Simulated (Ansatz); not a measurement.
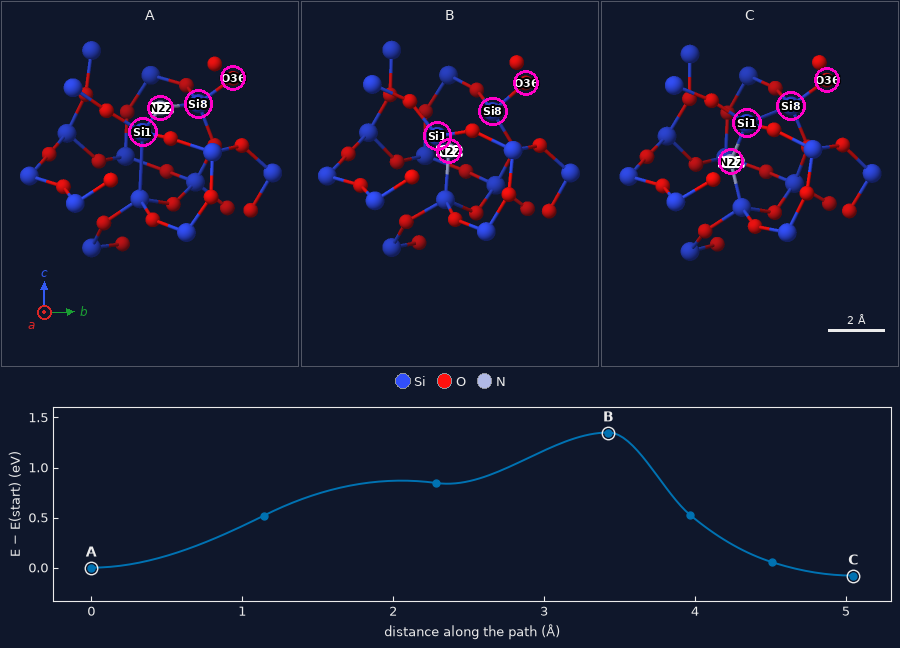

NEB run on SiO2 with an O vacancy (47 atoms in the cell). Images are numbered from 0 (start) to 6 (end). Frames A to C are images 0, 3, 6. The picture is a ball-and-stick view of the atoms within 4.7 Å of the middle of the path, seen along the a axis. The atoms that move most are ringed. Bonds to atoms that aren't drawn are left out.

All numbers below come from DFT PBE, scalar-relativistic, plane waves, PAW (Ansatz 0.2.0). Run with plane-wave cutoff 420 eV; k-point mesh 1 × 1 × 2; Gaussian smearing 0.05 eV; spin collinear; 5 movable images; climbing image; force threshold 0.05 eV/Å; iteration limit 66; spring constant 2.0 eV/Å²; starting path by image-dependent pair potential.

Q: Describe the mechanism and the energy profile.

A: The energy climbs by 1.35 eV to image 3 and then falls by 1.43 eV, so the end point sits at −0.08 eV. The N atom travels furthest, 2.22 Å from end to end, roughly along [0 −1 −2], on a path that bends up to 0.55 Å away from the straight line. At the highest image its nearest neighbour (Si) is 1.65 Å away, against 1.66 Å at the start, and the surrounding atoms stand up to 0.63 Å off the mean of their end positions. Breaking: N–Si (1.68 → 3.11 Å). Forming: N–Si (3.35 → 1.69 Å), Si–Si (3.17 → 2.50 Å). The band converged in 30 iterations. The climbing image converged on the top of the path. A check of its curvatures didn't confirm a first-order saddle.

Limits of the set-up: the k-point mesh is coarse for a cell with partly filled bands; the periodic images lie only 7.0 Å apart, so the values are limited by the cell's size.

The run took 37 min on 4 threads of Arm Neoverse V1 (shared host), peak memory 5.1 GiB.

PAW datasets: the set soft_1.
